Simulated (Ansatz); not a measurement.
```cif
data_structure
_symmetry_space_group_name_H-M 'P 1'
_symmetry_Int_Tables_number 1
_cell_length_a 19.0614
_cell_length_b 5.4296
_cell_length_c 5.3885
_cell_angle_alpha 90.000
_cell_angle_beta 90.000
_cell_angle_gamma 90.000
_cell_volume 557.69
loop_
_atom_site_label
_atom_site_type_symbol
_atom_site_fract_x
_atom_site_fract_y
_atom_site_fract_z
_atom_site_occupancy
Zn1 Zn 0.00000 0.25635 0.27238 1
Zn2 Zn 0.50000 0.75635 0.27238 1
Zn3 Zn 0.00000 0.74365 0.77238 1
Zn4 Zn 0.50000 0.24365 0.77238 1
Zn5 Zn 0.29622 0.71897 0.20842 1
Zn6 Zn 0.79622 0.21897 0.20842 1
Zn7 Zn 0.20378 0.78103 0.70842 1
Zn8 Zn 0.70378 0.28103 0.70842 1
Zn9 Zn 0.20378 0.21897 0.20842 1
Zn10 Zn 0.70378 0.71897 0.20842 1
Zn11 Zn 0.29622 0.28103 0.70842 1
Zn12 Zn 0.79622 0.78103 0.70842 1
Sn1 Sn 0.10384 0.74687 0.24483 1
Sn2 Sn 0.60384 0.24687 0.24483 1
Sn3 Sn 0.39616 0.75313 0.74483 1
Sn4 Sn 0.89616 0.25313 0.74483 1
Sn5 Sn 0.10384 0.25313 0.74483 1
Sn6 Sn 0.60384 0.75313 0.74483 1
Sn7 Sn 0.39616 0.24687 0.24483 1
Sn8 Sn 0.89616 0.74687 0.24483 1
O1 O 0.29408 0.36587 0.33467 1
O2 O 0.79408 0.86587 0.33467 1
O3 O 0.20592 0.13413 0.83468 1
O4 O 0.70592 0.63413 0.83468 1
O5 O 0.29408 0.63413 0.83468 1
O6 O 0.79408 0.13413 0.83468 1
O7 O 0.20592 0.86587 0.33467 1
O8 O 0.70592 0.36587 0.33467 1
O9 O 0.36470 0.08413 0.91725 1
O10 O 0.86470 0.58413 0.91725 1
O11 O 0.13529 0.41587 0.41725 1
O12 O 0.63529 0.91587 0.41725 1
O13 O 0.36470 0.91587 0.41725 1
O14 O 0.86470 0.41587 0.41725 1
O15 O 0.13529 0.58413 0.91725 1
O16 O 0.63529 0.08413 0.91725 1
O17 O 0.42492 0.58285 0.07405 1
O18 O 0.92492 0.08285 0.07405 1
O19 O 0.07508 0.91715 0.57405 1
O20 O 0.57508 0.41715 0.57405 1
O21 O 0.00000 0.62154 0.14917 1
O22 O 0.50000 0.12154 0.14917 1
O23 O 0.00000 0.37846 0.64917 1
O24 O 0.50000 0.87846 0.64917 1
O25 O 0.07508 0.08285 0.07405 1
O26 O 0.57508 0.58285 0.07405 1
O27 O 0.42492 0.41715 0.57405 1
O28 O 0.92492 0.91715 0.57405 1
```

Space group Cmc2₁; a structure from a database of computed crystals, not necessarily the ambient phase; computed pressure about −8 GPa in this cell.

Computed with DFT, r2SCAN, plane-wave PAW, default files, scalar-relativistic, frozen cores in Ansatz.

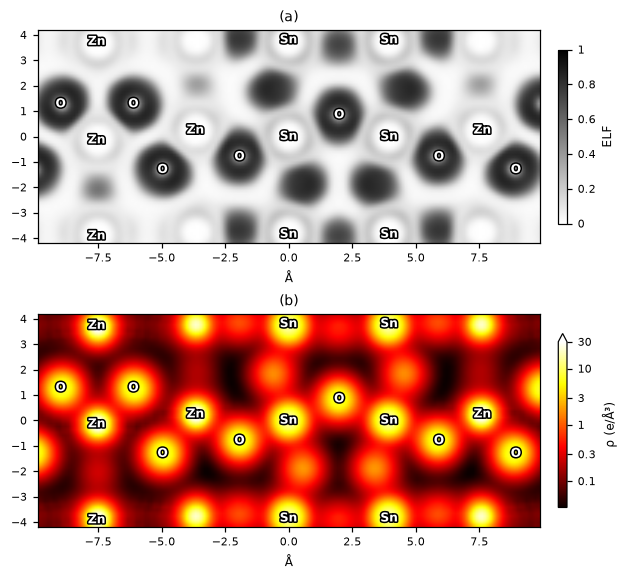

Zn3Sn2O7. (a) electron localisation function; (b) valence electron density on the (011) plane of the conventional cell.

The density is the valence pseudo-density of a PAW calculation; it isn't the true density close to the nuclei.

Question: What do the fields say about this system?

Answer: The section cuts through Zn, Sn and O sites.
Atoms just off the plane (Zn, 0.3 Å away and O, 0.6 Å away) can leave unmarked features too.
Zn–O (2.02 Å): the density is about 0.53 e/Å³ at the midpoint; the ELF peaks at about 0.85 in the valence shell of O, 0.6 Å from its nucleus, and is about 0.25 at the midpoint (no localised pair shows between them).
Sn–O (2.11 Å): ρ at the midpoint is about 0.61 e/Å³; the ELF peaks at about 0.85 in the valence shell of O, 0.6 Å from its nucleus, and is about 0.25 at the midpoint; no localised pair shows between them.
Sn–O (2.16 Å): the density is about 0.54 e/Å³ at the midpoint; the ELF peaks at about 0.85 in the valence shell of O, 0.6 Å from its nucleus, and is about 0.25 at the midpoint; no shared electron pair shows on this line.
Between the atoms the lowest density in this plane is 0.03 e/Å³.

Question: Does the calculation make it a metal, or give it a gap?

Answer: It is gapped, with a Kohn–Sham gap of 1.5 eV on the k-point mesh, an upper bound to the gap of this method.
